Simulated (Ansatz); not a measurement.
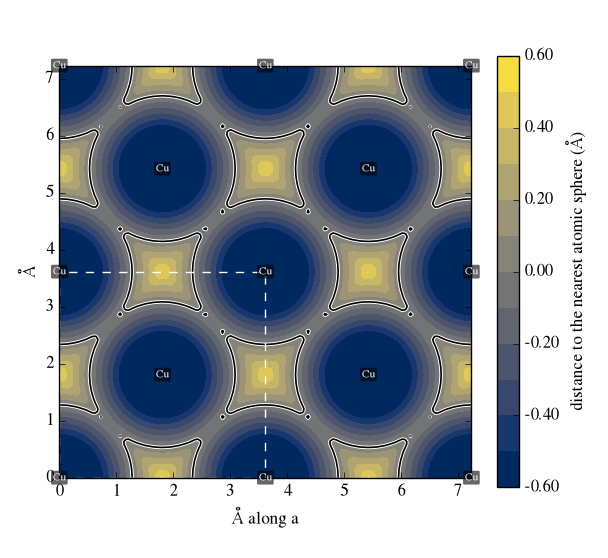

Map of the distance to the nearest atomic sphere in Cu (Fm-3m, No. 225), computed on the section y = 0.000 (parallel to a and c; the dashed line is one cell). The black line marks the spheres' surfaces; positive values are empty space; unlabelled circles belong to atoms above or below the section.

Hard-sphere model; touching radii (half the shortest distance): Cu 1.28 Å.

Source of the atomic positions: a calculation's input that goes back to an entry of the Crystallography Open Database (an earlier step may have relaxed or displaced it).

```cif
data_structure
_symmetry_space_group_name_H-M 'Fm-3m'
_symmetry_Int_Tables_number 225
_cell_length_a 3.6150
_cell_length_b 3.6150
_cell_length_c 3.6150
_cell_angle_alpha 90.000
_cell_angle_beta 90.000
_cell_angle_gamma 90.000
_cell_volume 47.24
loop_
_atom_site_label
_atom_site_type_symbol
_atom_site_symmetry_multiplicity
_atom_site_Wyckoff_symbol
_atom_site_fract_x
_atom_site_fract_y
_atom_site_fract_z
_atom_site_occupancy
Cu1 Cu 4 a 0.00000 0.00000 0.00000 1
```

Where is the largest hole in this section, and how large is it?

Answer. At 0.000, 0.000, 0.500 (fractional), where the distance reaches 0.53 Å; it is enclosed by 6 Cu in an octahedral arrangement. It is the largest hole of the crystal.

How much of the crystal lies outside the spheres?

Answer. About 26 % of the cell's volume, and 21 % of this section's area.

What can pass through?

Answer. The largest sphere that fits anywhere has a diameter of 1.06 Å; the largest that can travel through the crystal, about 0.4 Å.
